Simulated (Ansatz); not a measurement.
System: SrO.

```
Sr O
1.0
     2.56980   -2.56980    0.00000
     2.56980    2.56980    0.00000
     0.00000    0.00000    5.19100
Sr O
2 2
Direct
  0.00000 0.00000 0.00000
  0.50000 0.50000 0.50000
  0.50000 0.50000 0.00000
  0.00000 0.00000 0.50000
```

Space group I4/mmm; changed on purpose from its base cell (zz strain of +1 %, PAW files).

All numbers below come from DFT, PBEsol, PAW with Ansatz's default frozen-core files, scalar-relativistic (Ansatz 0.2.0).

Question: What will maps of the valence pseudo-density and electron localisation function show?

Answer: Sr–O (2.57 Å): ρ at the midpoint is about 0.24 e/Å³; the ELF is about 0.10 at the midpoint (a closed-shell, largely ionic contact).

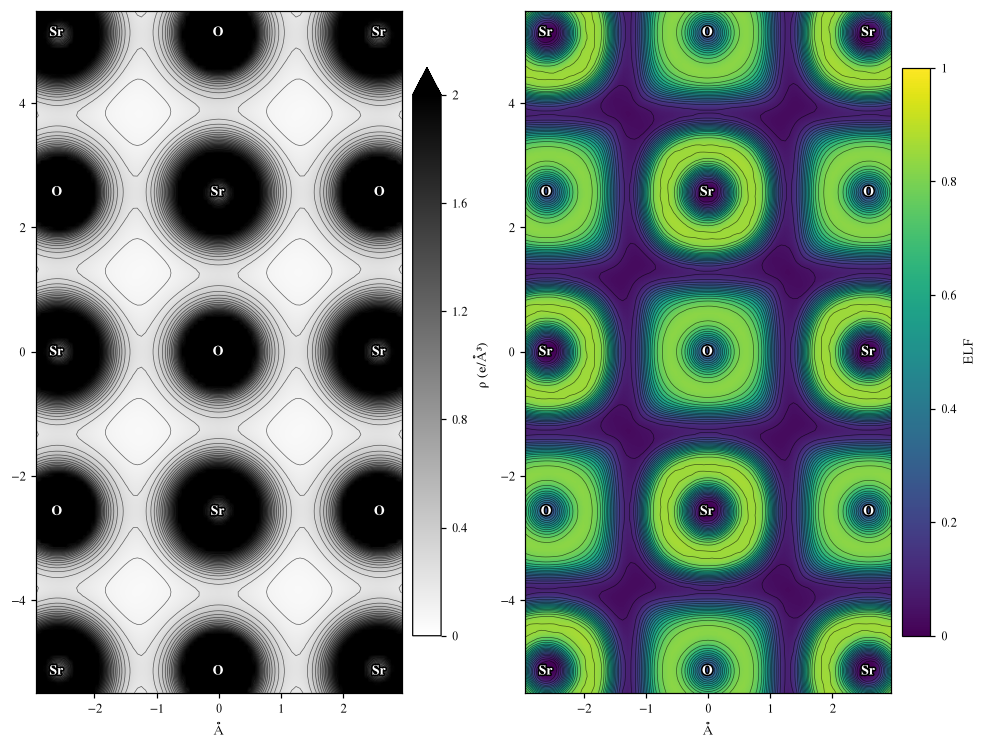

Computed valence pseudo-density and electron localisation function on the (110) plane of the conventional cell, in this order. 
